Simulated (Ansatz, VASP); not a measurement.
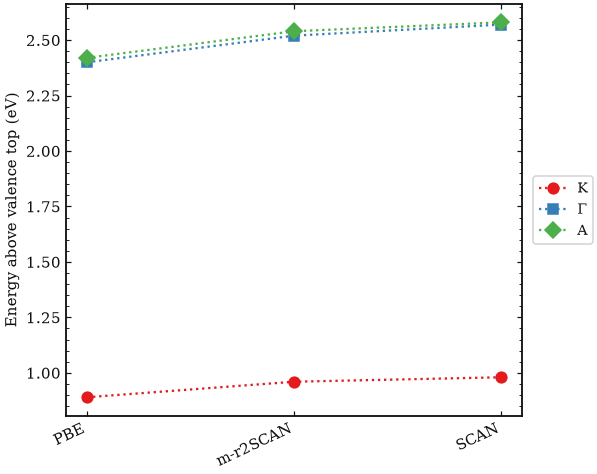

Lowest conduction level at each named k point, counted from the valence-band top at Γ, by several methods on one cell of MoSe$_{2}$, space group P6_3/mmc (No. 194), 6 atoms in the cell; a = 3.288 Å, c = 12.900 Å (hexagonal axes). All runs are without spin-orbit coupling and carry no moments. The cell is at 8 GPa in PBE.

```csv
method,program,K (eV),Γ (eV),A (eV)
PBE,Ansatz,0.89,2.40,2.42
m-r2SCAN,Ansatz,0.96,2.52,2.54
SCAN,VASP,0.98,2.57,2.58
```

> Estimate the HSE06 values. It was run as: HSE06, Ansatz PAW, 6×6×2 k mesh, 420 eV cutoff, Fermi-Dirac smearing of 0.05 eV (Ansatz 0.2.0).

Exact exchange opens the gap over the semilocal values shown, the highest of which is 0.98 eV (SCAN) at K. HSE06 gives 1.32 eV at K, 3.07 eV at Γ and 3.09 eV at A, which is +0.43 eV from PBE at K.

> Does HSE06 shift these levels rigidly from PBE?

The shifts are +0.43 eV at K, +0.67 eV at Γ and +0.67 eV at A, and at points that aren't plotted +0.44 eV (H): over the named points that both runs hold, a spread of 0.24 eV on a mean of 0.55 eV, so one shift doesn't describe them.

> How do the methods rank at K?

From low to high: PBE 0.89, m-r2SCAN 0.96, SCAN 0.98, HSE06 1.32 eV. Too close to rank are PBE against m-r2SCAN (different potentials and cutoffs) and m-r2SCAN against SCAN (different programs, potentials and cutoffs).

Settings. PBE: JTH PAW, 9×9×2 k mesh, 1800 eV cutoff, Fermi-Dirac smearing of 0.05 eV (Ansatz 0.2.0). m-r2SCAN: Ansatz PAW, 9×9×2 k mesh, 500 eV cutoff, Fermi-Dirac smearing of 0.05 eV (Ansatz 0.2.0). SCAN: VASP PAW PBE potentials, release 64 (Mo_sv, Se), 9×9×2 k mesh, 520 eV cutoff, Fermi-Dirac smearing of 0.05 eV (VASP 6.6.1).

These are four of the 23 methods that were run on this cell. The runs come from different programs and meshes, which adds differences of its own. The cell's inner coordinates are idealised or old. Spin-orbit coupling is left out, which matters for Mo and Se. m-r2SCAN, SCAN and HSE06: the PAW data sets were made with another functional. LDA, GGA and most meta-GGA functionals understate gaps. PBE: this functional lacks dispersion, which binds the layers, so the pressure across them comes out too large. HSE06: the k mesh is thin for exact exchange.
